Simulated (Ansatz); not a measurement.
## Energy of MgI₂ along a shift of atoms along one path

System: MgI₂ (Cm, 3 atoms in the cell).
Method: DFT PBE, scalar-relativistic, plane waves, PAW, no spin polarisation (Ansatz 0.2.0).

The 5 runs differ only in the geometry, by a shift of atoms along one path in a fixed cell. The shift s is measured from run 3: Mg1 moves along the Cartesian direction (0.00, 0.00, 1.00). The structure derives from an entry of the Crystallography Open Database.

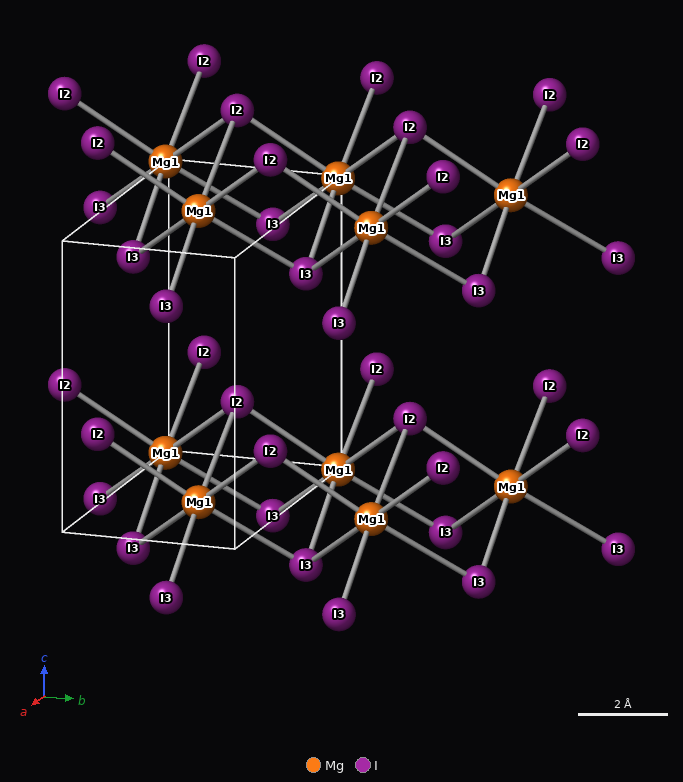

Figure 1. The structure of run 3 (ball-and-stick view of the cell 2 times as large as that of the calculation, set on its symmetry axes, repeated 1 × 2 × 1, seen slightly off an axis; bonded neighbours outside the cell are drawn too; atoms are numbered from 1 in the order of the input). An atom can appear more than once, as a periodic image.

**Input of run 3**
```yaml
crystal:
  lattice:
    - [4.1537001214, 0.0, 0.0]
    - [-2.0768500607, 3.5972098248, 0.0]
    - [0.0, 0.0, 6.862]
  atoms:
    - { symbol: Mg, position: [-0.0312742391, -0.0625484781, 0.0] }
    - { symbol: I, position: [0.3333333333, 0.6666666667, 0.75763] }
    - { symbol: I, position: [0.6666666667, 0.3333333333, 0.24237] }
basis:
  ecutwfc: 420
kpoints:
  mp_grid: { grid: [6, 6, 4] }
hamiltonian:
  xc: pbe
scf:
  occupations: { method: gaussian, width: 0.05 }
output:
  forces: true
  stress: true
  eigenvalues: true
```

Command:
```bash
ansatz run input.yaml --threads 1 --pin off --max-ram 2560MiB --backend cpu --events-out ev --progress --plain --runs-dir out
```

Run 2 differs from it as follows:
```diff
-    - { symbol: Mg, position: [-0.0312742391, -0.0625484781, 0.0] }
+    - { symbol: Mg, position: [-0.0312742391, -0.0625484781, -0.0327892743] }
```

**Results, with one run withheld**

```tsv
run	shift s of Mg1 (Å)	free energy per atom, from the lowest run given (meV)	pressure (GPa)	gap on the mesh (eV)	force along the path (eV/Å)
1	−0.4500	193.31	3.29	2.36	2.514
2	−0.2250	?	?	?	?
3	0.0000	0.00	1.75	3.52	−0.044
4	0.2250	54.99	2.20	3.03	−1.411
5	0.4500	207.97	3.43	2.35	−2.629
```

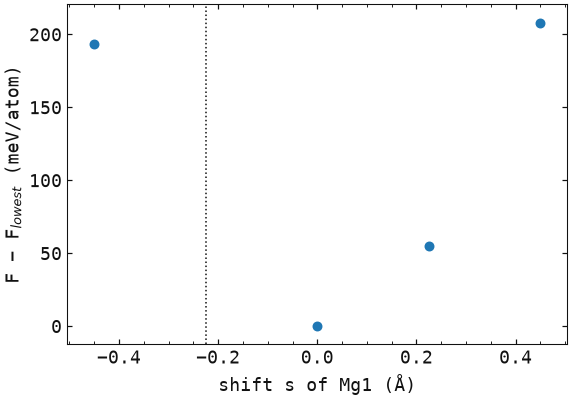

Figure 2. Free energy per atom of the runs given; the dotted line marks run 2.

What should run 2 give?

A quadratic polynomial in the coordinate, fitted to the 4 runs given, misses them by at most 0.68 meV per atom. With x = s − 0.0563, it reads F = 4.5806 + 128 x + 988.72 x² (meV per atom). At run 2 it gives 46.81 meV per atom, and the run itself gives 48.18. The slope of the fit gives a force −dF/ds of 1.285 eV/Å along the path (summed over the atoms that move), and the printed forces give 1.315 eV/Å. The fit has its minimum at s = −0.0084 Å. The fit misses that run by 1.37 meV per atom. The gap on the mesh lies between 2.35 eV (run 5) and 3.52 eV (run 3); run 2 has 3.05 eV. These are gaps of this functional on this mesh, which can miss the band edges; they aren't the measured gap.

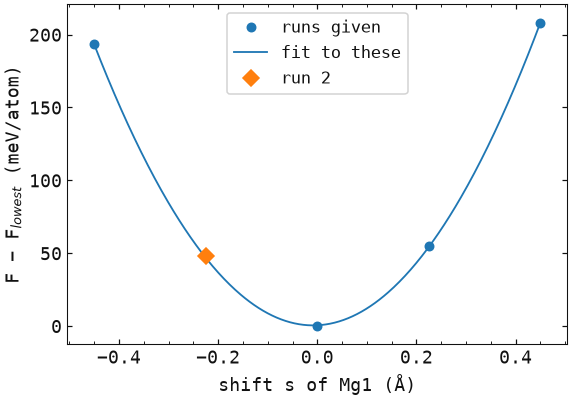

Figure 3. The fit and the withheld run.

**Output, shortened to warnings, some set-up lines, iterations and results (run 2)**
```
Basis set: ecut = 420 eV, 1973 PW (Γ), exchange–correlation on 60×60×96 points (8 copies of the dense FFT grid, shifted against one another)
Symmetry: 2 space group operations
k-points: 47 of 144 (time reversal used)
Initial density: superposition of atomic densities (neutral atoms: chi_scale 0, normalization atom), corrected by the library's trained network
[...]
SCF iter   1: F=—  HF=-16952.569553 eV  |F-HF|=—  |Δ(HF+E_count)|=         —  Δρ=7.67e-4  dr2=5.04e-4  ethr=1.77e-3  ⟨swp⟩=7.7  Hψ=6345  notcnv=0
SCF iter   2: F=—  HF=-16952.568831 eV  |F-HF|=—  |Δ(HF+E_count)|=   7.22e-4  Δρ=5.04e-4  dr2=4.29e-4  ethr=1.15e-6  ⟨swp⟩=3.0  Hψ=2777  notcnv=0  defer=1
SCF iter   3: F=—  HF=-16952.568800 eV  |F-HF|=—  |Δ(HF+E_count)|=   3.13e-5  Δρ=3.05e-4  dr2=1.28e-4  ethr=9.76e-7  ⟨swp⟩=2.3  Hψ=2170  notcnv=0
SCF iter   4: F=—  HF=-16952.568864 eV  |F-HF|=—  |Δ(HF+E_count)|=   6.44e-5  Δρ=8.75e-5  dr2=1.47e-5  ethr=2.91e-7  ⟨swp⟩=2.0  Hψ=2209  notcnv=0
SCF iter   5: F=—  HF=-16952.568868 eV  |F-HF|=—  |Δ(HF+E_count)|=   3.53e-6  Δρ=4.15e-5  dr2=3.95e-6  ethr=3.34e-8  ⟨swp⟩=3.0  Hψ=2406  notcnv=0
SCF iter   6: F=—  HF=-16952.568867 eV  |F-HF|=—  |Δ(HF+E_count)|=   6.10e-7  Δρ=1.62e-5  dr2=4.73e-7  ethr=8.99e-9  ⟨swp⟩=2.0  Hψ=1504  notcnv=0
SCF iter   7: F=-16952.568867 eV  HF=-16952.568867 eV  |F-HF|=3.25e-8  |Δ(HF+E_count)|=   1.21e-7  Δρ=4.45e-6  dr2=4.32e-8  ethr=2.27e-10  ⟨swp⟩=4.6  Hψ=5898  notcnv=0
SCF 1 converged in 7 iterations: F = -16952.568867 eV  dr2 = 4.32e-8
SCF converged after 7 iterations
Free energy (F): -16952.568867 eV
Harris-Foulkes:  -16952.568867 eV  (|F-HF|=3.25e-8)
Internal energy: -16952.568867 eV  (E = F + TS)
E sigma→0 (E₀):  -16952.568867 eV
Fermi energy:    6.858074 eV
--- Per-component energies (eV) ---
  E_band       = -1124.940293
  E_kinetic    = 454.508441
  E_local      = -5843.887861  (includes V_loc(G=0)·N_el)
  E_nonlocal   = -85.486836
  E_hartree    = 2754.319224
  E_xc         = -285.480088
  E_vxc        = -295.112259  (∫ρ·V_xc dr)
  E_paw        = -9926.238118  (= ΣΔE_a)
  E_vpaw       = -863.592223  (= ΣTr[D̂ρ^β])
  E_aug_tail   = -0.000017  (compensation charges beyond the density's cutoff)
  E_ewald      = -4020.303614
  E_smearing   = -0.000000  (= −TS)
  E_closure    = -0.000000  (closes the sum)
  Σ components = -16952.568867   (vs F -16952.568867, Δ=0.00e0)
--- Forces (eV/Å), atoms counted from 1 ---
  atom   1  Mg     0.00000000     0.57596064     1.31536417
  atom   2  I      0.00000000    -0.42910484    -0.88079539
  atom   3  I      0.00000000    -0.14683342    -0.43451628
  max |Σ_I F_I| component: 5.25e-5 eV/Å
--- Stress (GPa, compression-positive) ---
        3.149947       0.000000       0.000000
        0.000000       1.449575       0.532772
        0.000000       0.532772       1.799967
  P = ⅓ Tr σ = 2.1332 GPa (21.332 kbar)
```
